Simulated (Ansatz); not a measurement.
## Cd7Se8 (charge −2): geometry relaxation (part 3 of 3)

Cd7Se8 (defect cell, 15 atoms in the cell, total charge −2); DFT PBE, scalar-relativistic, plane waves, PAW, no spin polarisation (Ansatz 0.2.0); cutoff 420 eV, 4×4×4 k-mesh, Gaussian smearing of 0.05 eV. The structure derives from an entry of the Crystallography Open Database. It belongs to a series of runs on one base structure; here: Cd vacancy after atom 4 has jumped, atoms relaxed.

Geometry of the input (Å; fractional positions):
```
2.1919  -3.7965  7.1529
2.1919  -3.7965  -7.1529
4.3838  7.5930  0.0000
Cd 0.6665  0.6669  0.3333
Cd 0.1665  0.1669  0.8333
Cd 0.6665  0.6669  0.8333
Cd 0.1665  0.1669  0.3333
Cd 0.0831  0.5835  0.1667
Cd 0.5831  0.0835  0.6667
Cd 0.0831  0.5835  0.6667
Se 0.8544  0.4790  0.3333
Se 0.3544  0.9790  0.3333
Se 0.8544  0.4790  0.8333
Se 0.3544  0.9790  0.8333
Se 0.7710  0.8956  0.1667
Se 0.2710  0.3956  0.1667
Se 0.7710  0.8956  0.6667
Se 0.2710  0.3956  0.6667
```

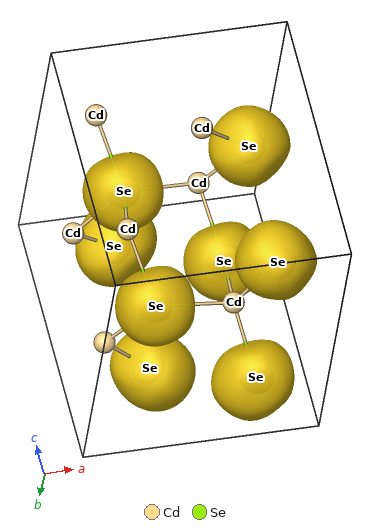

*Isosurface of the electron localisation function at 0.65 (yellow), seen at an oblique angle. Only the valence region is drawn (cores and ρ < 0.01 e/Å³ removed). Sticks mark near contacts. The outline is the calculation cell.*

Values along the shortest contacts: Cd–Se (2.64 Å): the ELF is about 0.40 at the midpoint. Cd–Se (2.71 Å): the ELF peaks at about 0.80 in the valence shell of Se, 0.8 Å from its nucleus, and drops to about 0.15 between the two atoms.
